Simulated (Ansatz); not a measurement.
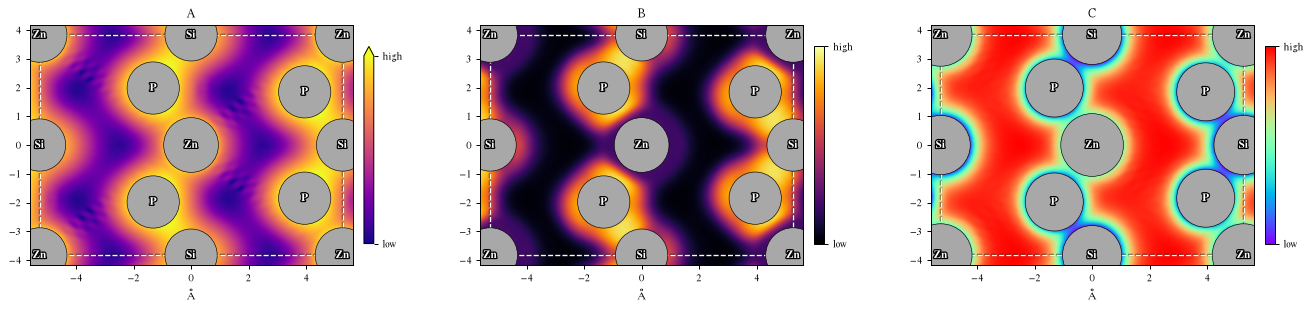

ZnSiP2: 3 fields on the (110) plane of the conventional cell, with unlabelled colour scales. Grey discs cover the atomic cores.

Space group I-42d; a structure from a database of computed crystals, not necessarily the ambient phase; computed pressure about −5 GPa in this cell.

These are results of DFT LDA, scalar-relativistic, plane waves, PAW (Ansatz 0.2.0), not measurements.

```
CELL_PARAMETERS angstrom
5.41783 0.00000 0.00000
0.00000 5.41783 0.00000
0.00000 0.00000 10.53765
ATOMIC_POSITIONS crystal
Zn 0.00000 0.00000 0.00000
Zn 0.50000 0.50000 0.50000
Zn 0.00000 0.50000 0.25000
Zn 0.50000 0.00000 0.75000
Si 0.00000 0.00000 0.50000
Si 0.50000 0.50000 0.00000
Si 0.50000 0.00000 0.25000
Si 0.00000 0.50000 0.75000
P 0.26725 0.25000 0.12500
P 0.76725 0.75000 0.62500
P 0.23275 0.25000 0.62500
P 0.73275 0.75000 0.12500
P 0.75000 0.23275 0.37500
P 0.25000 0.73275 0.87500
P 0.25000 0.76725 0.37500
P 0.75000 0.26725 0.87500
```

The panels show electron localisation function, electrostatic potential energy of an electron and valence pseudo-density in some order. Assign them.

Panel A: valence pseudo-density. Panel B: electron localisation function. Panel C: electrostatic potential energy of an electron (low next to the atoms, rising into the space between them). From the grid: Si–P (2.27 Å): the density is about 0.66 e/Å³ at the midpoint; the ELF peaks at about 0.95 between the atoms, as expected for a shared electron pair. Zn–P (2.38 Å): ρ is about 0.48 e/Å³ halfway; the ELF peaks at about 0.90 in the valence shell of P, 0.7 Å from its nucleus, and is about 0.65 at the midpoint.
